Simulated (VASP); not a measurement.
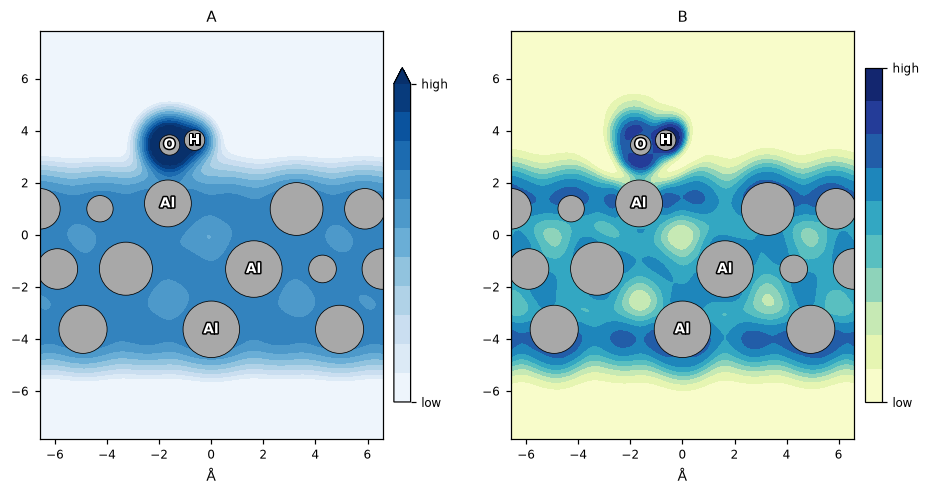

Al18H2O (slab): 2 fields on the (11̄0) plane of the calculation cell, a cut from vacuum to vacuum, with unlabelled colour scales. Grey discs cover the atomic cores.

Computed with Kohn-Sham DFT of a periodic cell, PBE, VASP PAW PBE potentials, recommended (VASP 6.6.1).

Input file:

```
SYSTEM = Al18H2O
PREC = Accurate
ENCUT = 520
EDIFF = 1E-6
ISMEAR = 0
SIGMA = 0.15
LREAL = Auto
LASPH = .True.
NELM = 100
ALGO = Fast
ISIF = 2
LWAVE = .False.
LCHARG = .True.
GGA = PE
LELF = .True.
LVHAR = .True.
NBANDS = 47
```

Launched as:

```sh
cat potpaw_PBE.64/Al/POTCAR potpaw_PBE.64/O/POTCAR potpaw_PBE.64/H/POTCAR > POTCAR
mpirun -np 1 vasp_std > vasp.out
```

Q: The panels show electron localisation function and valence pseudo-density in some order. Assign them.

A: Panel A: valence pseudo-density. Panel B: electron localisation function. From the grid: O–H (0.98 Å): the density is about 3.7 e/Å³ at the midpoint; the ELF climbs to about 1 towards the hydrogen, as it does in any bond to H; a covalent bond by its length. Al–O (2.25 Å): the density is about 0.29 e/Å³ at the midpoint; the ELF peaks at about 0.90 in the valence shell of O, 0.6 Å from its nucleus, and is about 0.55 at the midpoint.
